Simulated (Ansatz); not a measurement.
System: Cu, space group I4/mmm (No. 139).

Input of the run:
```
crystal:
  lattice:
    - [-1.44413991, 1.44413991, 1.3626454446]
    - [1.44413991, -1.44413991, 1.3626454446]
    - [1.44413991, 1.44413991, -1.3626454446]
  atoms:
    - { symbol: Cu, position: [0.0, 0.0, 0.0] }
basis:
  ecutwfc: 420
kpoints:
  mp_grid: { grid: [24, 24, 24] }
hamiltonian:
  xc: pbesol
scf:
  occupations: { method: fermi_dirac, width: 0.15 }
output:
  eigenvalues: true
phonons:
  method: dfpt
  eigenvectors: true
  qmesh: [2, 2, 2]
  temperatures: { t_max: 1000, t_step: 100 }
  qpath:
    path:
      - [[0.0, 0.0, 0.0], [0.0, 0.0, 0.5], [-0.5, 0.5, 0.5], [0.0, 0.0, 0.0], [0.47258055, 0.47258055, -0.47258055]]
      - [[-0.47258055, 0.52741945, 0.47258055], [-0.5, 0.5, 0.5]]
      - [[0.0, 0.0, 0.5], [0.25, 0.25, 0.25], [0.0, 0.5, 0.0], [0.0, 0.0, 0.0]]
    npoints: 8
```

Launched with:
```bash
ansatz run input.yaml --threads 1 --pin off --max-ram 3072MiB --backend cpu --events-out ev --progress --plain --runs-dir out
```

Calculation (Ansatz 0.2.0): harmonic phonon frequencies at the irreducible points of a q mesh with atoms at rest in the given cell, q in fractions of the reciprocal cell vectors, no long-range term at q = 0, imaginary frequencies are negative, the first points where there are many; plane waves with PAW datasets. Level: PBEsol, no spin polarisation.

wave cutoff 420 eV; k mesh 24×24×24; occupations Fermi–Dirac; smearing width 0.15 eV; pressure 0 GPa; phonon method linear response; q mesh 2×2×2.

Describe the result: the phonon frequencies at several wave vectors (in fractions of the reciprocal vectors of the given cell).

Imaginary modes appear at (0 0 −0.5), the softest at 51.5i cm⁻¹, so the structure is dynamically unstable. The highest mode among the wave vectors computed lies at 263.0 cm⁻¹, at (0 0 −0.5).

```csv
at,frequency (cm⁻¹)
(0 0 0),0.0
(0 0 0),0.0
(0 0 0),0.0
(0 0 -0.5),-51.5
(0 0 -0.5),169.7
(0 0 -0.5),263.0
(0 -0.5 0),46.0
(0 -0.5 0),179.4
(0 -0.5 0),262.0
(-0.5 -0.5 -0.5),239.1
(-0.5 -0.5 -0.5),252.2
(-0.5 -0.5 -0.5),252.2
```

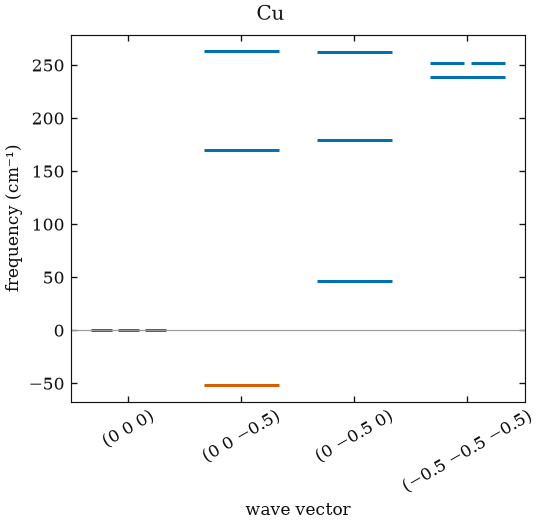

Imaginary frequencies are drawn as negative.

Note: levels loosely converged; metal sensitive to the k mesh; vibrations at or below zero.
